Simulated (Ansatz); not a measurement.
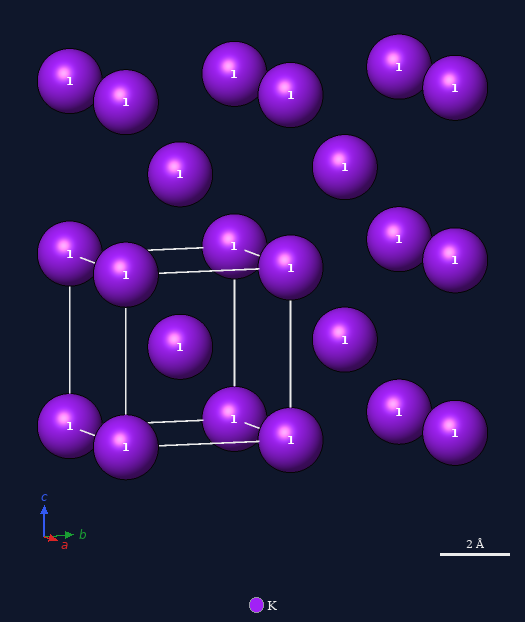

**Figure 1.** The structure as given in the input (spheres-only view of the cell 2 times as large as that of the calculation, set on its symmetry axes, repeated 1 × 2 × 2, seen slightly off an axis; atoms are numbered from 1 in the order of the input). An atom can appear more than once, as a periodic image.

# Run report: K, geometry relaxation

- system: K (1 atom in the cell)
- method: DFT, LDA, PAW with Ansatz's default frozen-core files, scalar-relativistic, no spin polarisation (Ansatz 0.2.0)

The structure was built on a prototype by a generator; it need not be a known phase. It belongs to a series of runs on one base structure; here: bulk cell relaxed. Figures and captions count atoms from 1; the log counts them from 0 in places.

**The program's output**
```
Engine: ansatz 0.2.0, aarch64-unknown-linux-gnu
Pseudopotentials: kind: paw
Pseudopotential: K, paw, valence charge 9, recommended cutoff 420 eV (normal), K.paw.azcp
Functional definition: SPW92
  exchange = slater_x
  correlation = pw_c
Crystal: 1 atoms, lattice volume = 64.332 Å³
Basis set: ecut = 420 eV, 1253 PW (Γ)
Bands: 9, of which v1, the nominal top of the filled ones, is band 5 counted from 1 (4 counted from 0)
Symmetry: 48 space group operations
Space group: Im-3m (ITA 229), of the structure as read, at distance tolerance 4.0e-5 Å
k-points: 72 of 1728
Non-local potential: K, projectors of the file, l = 0: 3, l = 1: 2, l = 2: 2
PAW form: soft (Blöchl's): semilocal exchange-correlation on the pseudo side does not see the compensation charge
PAW frozen core: K, regenerated for the run's functional, and the local potential with it (the file was generated under x = pbe(κ = 0.804, μ = 0.2195149727645171), c = pbe(β = 0.06672455060314922))
PAW one-centre angular grid: K, 110 points (default); XC on 64 Gauss nodes
Initial density: superposition of atomic densities (neutral atoms: chi_scale 0, normalization atom), corrected by the library's trained network
Initial wavefunctions: pseudopotential atomic-orbital guess
Functional: x = slater, c = lda
SCF iter   1: F=—  HF=-1496.259025 eV  |F-HF|=—  |Δ(HF+E_count)|=         —  Δρ=3.47e-3  dr2=2.83e-3  ethr=1.77e-3  ⟨swp⟩=5.1  Hψ=4745  notcnv=0
preconditioner: auto → Kerker (q_TF=auto, 1.966 Å⁻¹)  [metal: Δε(μ)=0.065 eV  Ē_g=4.220 eV  σ=0.080 eV  W_gap=0.20  n_scr=12 (ndim 8)  ℏωp=4.6 eV  f_vac=0.000  D(μ)=0.80/eV (n_scr^D=0)]
SCF iter   2: F=—  HF=-1496.258253 eV  |F-HF|=—  |Δ(HF+E_count)|=   7.71e-4  Δρ=1.89e-3  dr2=8.21e-4  ethr=3.15e-5  ⟨swp⟩=1.2  Hψ=1266  notcnv=0
SCF iter   3: F=—  HF=-1496.258147 eV  |F-HF|=—  |Δ(HF+E_count)|=   1.06e-4  Δρ=1.89e-4  dr2=2.93e-5  ethr=9.12e-6  ⟨swp⟩=1.5  Hψ=685  notcnv=0
SCF iter   4: F=—  HF=-1496.258153 eV  |F-HF|=—  |Δ(HF+E_count)|=   6.03e-6  Δρ=9.05e-5  dr2=3.92e-6  ethr=3.26e-7  ⟨swp⟩=2.5  Hψ=978  notcnv=0
SCF iter   5: F=—  HF=-1496.258158 eV  |F-HF|=—  |Δ(HF+E_count)|=   4.64e-6  Δρ=2.77e-5  dr2=3.65e-7  ethr=4.36e-8  ⟨swp⟩=2.1  Hψ=974  notcnv=0
SCF iter   6: F=-1496.258158 eV  HF=-1496.258158 eV  |F-HF|=2.43e-10  |Δ(HF+E_count)|=   6.22e-8  Δρ=4.10e-6  dr2=1.50e-8  ethr=1.11e-9  ⟨swp⟩=4.0  Hψ=1832  notcnv=0
SCF 1 converged in 6 iterations: F = -1496.258158 eV  dr2 = 1.50e-8
  greatest PAW one-centre occupation: 0.986 electrons in one spin orbital (limit 2), on the K atom at site 0 (counted from 0), in its partial waves of l = 0
relax step   1: F+E_penalty+E_count = -1496.25815789 eV  Δ(F+E_penalty+E_count) = +0.000e0 eV  max|allowed force component| = 0.000e0 eV/Å  Δτ_max = 0.0000 Å  P = -0.006 GPa  Ω = 64.332 Å³  (6 SCF iters, dr2 threshold 1.00e-7 eV, accepted)
Initial density: handed on by an earlier stage of this run
Initial wavefunctions: pseudopotential atomic-orbital guess (no wavefunctions were taken with the density)
iter 1 solved again at ethr=1.24e-7 eV; its pass at ethr=3.10e-3 eV (dr2=1.12e-5 eV) is discarded
SCF iter   1: F=—  HF=-1496.258158 eV  |F-HF|=—  |Δ(HF+E_count)|=         —  Δρ=3.89e-6  dr2=1.46e-8  ethr=1.24e-7  ⟨swp⟩=3.4  Hψ=6785  notcnv=0
preconditioner: auto → Kerker (q_TF=auto, 1.966 Å⁻¹)  [metal: Δε(μ)=0.065 eV  Ē_g=4.203 eV  σ=0.080 eV  W_gap=0.20  n_scr=12 (ndim 8)  ℏωp=4.6 eV  f_vac=0.000  D(μ)=0.80/eV (n_scr^D=0)]
SCF iter   2: F=—  HF=-1496.258158 eV  |F-HF|=—  |Δ(HF+E_count)|=   1.89e-7  Δρ=2.73e-6  dr2=7.64e-9  ethr=1.62e-10  ⟨swp⟩=1.8  Hψ=802  notcnv=0
SCF iter   3: F=—  HF=-1496.258158 eV  |F-HF|=—  |Δ(HF+E_count)|=   1.22e-9  Δρ=1.06e-6  dr2=2.77e-10  ethr=8.49e-11  ⟨swp⟩=2.5  Hψ=910  notcnv=0
SCF iter   4: F=—  HF=-1496.258158 eV  |F-HF|=—  |Δ(HF+E_count)|=  7.12e-11  Δρ=3.75e-7  dr2=3.63e-11  ethr=3.08e-12  ⟨swp⟩=1.6  Hψ=701  notcnv=0
SCF iter   5: F=-1496.258158 eV  HF=-1496.258158 eV  |F-HF|=1.59e-12  |Δ(HF+E_count)|=  6.82e-12  Δρ=1.02e-7  dr2=1.78e-12  ethr=1.00e-12  ⟨swp⟩=4.5  Hψ=1967  notcnv=0
SCF 2 converged in 5 iterations: F = -1496.258158 eV  dr2 = 1.78e-12
relax step   2: F+E_penalty+E_count = -1496.25815790 eV  Δ(F+E_penalty+E_count) = -2.076e-9 eV  max|allowed force component| = 0.000e0 eV/Å  Δτ_max = 0.0000 Å  P = -0.006 GPa  Ω = 64.332 Å³  stress off target by 6.12e-3 GPa  SCF on the basis re-selected at this cell (its energy is not comparable with the rows above)  (5 SCF iters)
```

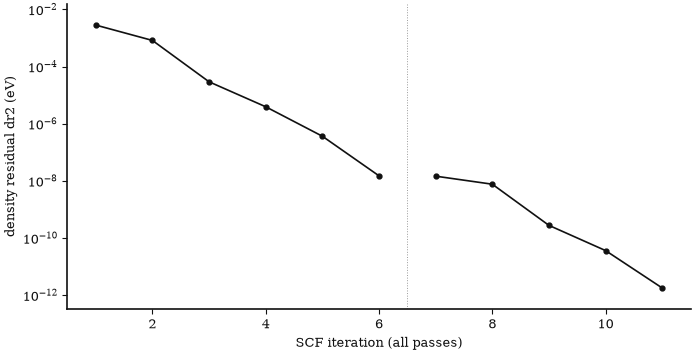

**Figure 2.** Convergence of the self-consistent field: density residual dr2 against the SCF iteration. The dotted lines part the SCF passes of the relaxation: geometry steps, rejected trials and re-solves on a re-selected basis. The passes take 6 and 5 iterations.

```
basis re-selected at this cell: Δ(F+E_penalty+E_count) = -2.076e-9 eV, ΔP = -0.000 GPa vs the last step (what re-selecting the basis moved, of the pressure what is left beyond the Pulay correction that the steps carried, after the strain that the cell walked since its last selection, with what the two solves' SCF thresholds leave and, on support functions, any second-order correction that the steps lacked; it is no measure of the basis error at this ecutwfc). This SCF's stress stands 6.12e-3 GPa from its target on what of the cell is left free (relax.cell.stress_tol is 5.00e-2 GPa) and its largest allowed force component is 0.00e0 eV/Å (relax.f_tol is 5.00e-3 eV/Å): within both
SCF converged after 5 iterations
Free energy (F): -1496.258158 eV
Harris-Foulkes:  -1496.258158 eV  (|F-HF|=1.59e-12)
Internal energy: -1496.241733 eV  (E = F + TS)
E sigma→0 (E₀):  -1496.249946 eV
Entropy (-TS):   -0.016425 eV (-16.425 meV/atom)
Fermi energy:    2.129334 eV
--- Per-component energies (eV) ---
  E_band       = -138.035356
  E_kinetic    = 251.931617
  E_local      = -725.626677  (includes V_loc(G=0)·N_el)
  E_nonlocal   = 15.788114
  E_hartree    = 256.003496
  E_xc         = -131.453309
  E_vxc        = -161.539064  (∫ρ·V_xc dr)
  E_paw        = -742.740842  (= ΣΔE_a)
  E_vpaw       = -30.596320  (= ΣTr[D̂ρ^β])
  E_aug_tail   = -0.000003  (compensation charges beyond the density's cutoff)
  E_ewald      = -420.401628
  E_core_change = 0.257500  (= ΣΔE_core)
  E_smearing   = -0.016425  (= −TS)
  E_closure    = -0.000000  (closes the sum)
  Σ components = -1496.258158   (vs F -1496.258158, Δ=0.00e0)
--- Forces (eV/Å), atoms counted from 1 ---
  atom   1  K      0.00000000    -0.00000000     0.00000000
  max |Σ_I F_I| component: 1.13e-31 eV/Å
--- Stress (GPa, compression-positive) ---
       -0.006119       0.000000      -0.000000
        0.000000      -0.006119      -0.000000
        0.000000       0.000000      -0.006119
  P = ⅓ Tr σ = -0.0061 GPa (-0.061 kbar)
--- Relaxed structure (1 steps of the walk, 1 accepted, 1 SCFs on fresh bases) ---
  F+E_penalty+E_count = -1496.25815790 eV   max|allowed force component| = 0.000e0 eV/Å   (the final SCF, on the basis selected at the relaxed cell)
  cell:  # Å, volume = 64.3320 Å³
    - [-2.524191814, 2.524191814, 2.524191814]
    - [2.524191814, -2.524191814, 2.524191814]
    - [2.524191814, 2.524191814, -2.524191814]
  atoms:
    - { symbol: K, position: [0.0, 0.0, 0.0] }
```

**Trajectory as extended XYZ (Å, eV, eV/Å), 2 frames, from step=1 to step=2**
```
1
Lattice="-2.5242 2.5242 2.5242 2.5242 -2.5242 2.5242 2.5242 2.5242 -2.5242" Properties=species:S:1:pos:R:3:forces:R:3 step=1 energy=-1496.25816 pressure_GPa=-0.01
K     0.0000    0.0000    0.0000    0.0000   0.0000   0.0000
1
Lattice="-2.5242 2.5242 2.5242 2.5242 -2.5242 2.5242 2.5242 2.5242 -2.5242" Properties=species:S:1:pos:R:3:forces:R:3 step=2 energy=-1496.25816 pressure_GPa=-0.01
K     0.0000    0.0000    0.0000    0.0000   0.0000   0.0000
```

The run was set up as follows.

**Input**
```yaml
crystal:
  lattice:
    - [-2.524191814, 2.524191814, 2.524191814]
    - [2.524191814, -2.524191814, 2.524191814]
    - [2.524191814, 2.524191814, -2.524191814]
  atoms:
    - { symbol: K, position: [0.0, 0.0, 0.0] }
kpoints:
  mp_grid: { grid: [12, 12, 12] }
scf:
  occupations: { method: fermi_dirac, width: 0.08 }
hamiltonian:
  xc: lda
  pseudopotentials: { kind: paw }
output:
  forces: true
  stress: true
relax:
  f_tol: 0.005
  max_steps: 40
  cell: {}
```

Command:
```bash
ansatz run input.yaml --threads 1 --pin off --max-ram 3584MiB --backend cpu --events-out ev --progress --plain --runs-dir out
```

**Results in brief**

```tsv
quantity	value
outcome	converged
space group (tolerance 0.01 Å)	Im-3m (229)
electrons treated	9
free energy	−1496.2582 eV
Fermi energy	2.129 eV
pressure	−0.01 GPa
final volume	64.33 Å³
largest force (length of the vector) at the end	under 0.001 eV/Å
final cell	a = 4.372 Å, b = 4.372 Å, c = 4.372 Å, α = 109.47°, β = 109.47°, γ = 109.47°
hardware	1 thread of Arm Neoverse V1, 24 GiB of memory available, shared host
wall time	3.6 s
peak memory	0.29 GiB
```
